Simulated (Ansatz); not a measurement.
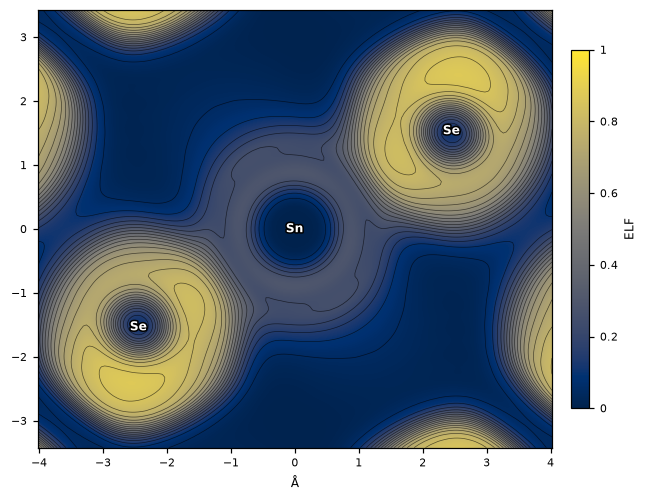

The picture shows: SnSe2. Electron localisation function on the (010) plane of the conventional cell.

Space group C2/m; changed on purpose from its base cell (strain +0.1125 x Voigt [0, 1, 0, 0, 0, 0], atoms carried along); computed pressure about −4 GPa in this cell.

Theory: Ansatz 0.2.0, DFT PBEsol, scalar-relativistic, plane waves, PAW.

Core electrons are frozen (PAW), and the valence fields are smoothed inside the atomic spheres.

The calculation's input:

```
crystal:
  lattice:
    - [3.8109987816, 0.0, 0.0]
    - [-1.9054993908, 3.6717192065, 0.0]
    - [0.0, 0.0, 6.137]
  atoms:
    - { symbol: Sn, position: [0.0, 0.0, 0.0] }
    - { symbol: Se, position: [0.3333333333, 0.6666666667, 0.25] }
    - { symbol: Se, position: [0.6666666667, 0.3333333333, 0.75] }
basis:
  ecutwfc: 420
kpoints:
  mp_grid: { grid: [12, 12, 6] }
hamiltonian:
  xc: pbesol
scf:
  occupations: { method: gaussian, width: 0.05 }
output:
  forces: true
  stress: true
  eigenvalues: true
  write_density: true
  write_potential: true
  elf: true
  volumetric_format: npy
```

Run with:

```sh
ansatz run input.yaml --threads 1 --pin off --max-ram 2560MiB --backend cpu --events-out ev --progress --plain --runs-dir out
```

Below, planes, directions and counts refer to the conventional cell (a = 7.34 Å, b = 3.81 Å, c = 6.14 Å, α = 90.00°, β = 90.00°, γ = 90.00°).

> Describe what can be read from this map.

- The section cuts through Sn and Se sites.
- Sn–Se (2.89 Å): the ELF is about 0.55 at the midpoint.
- The ELF also peaks beside Se, away from the bonds: lone-pair regions.
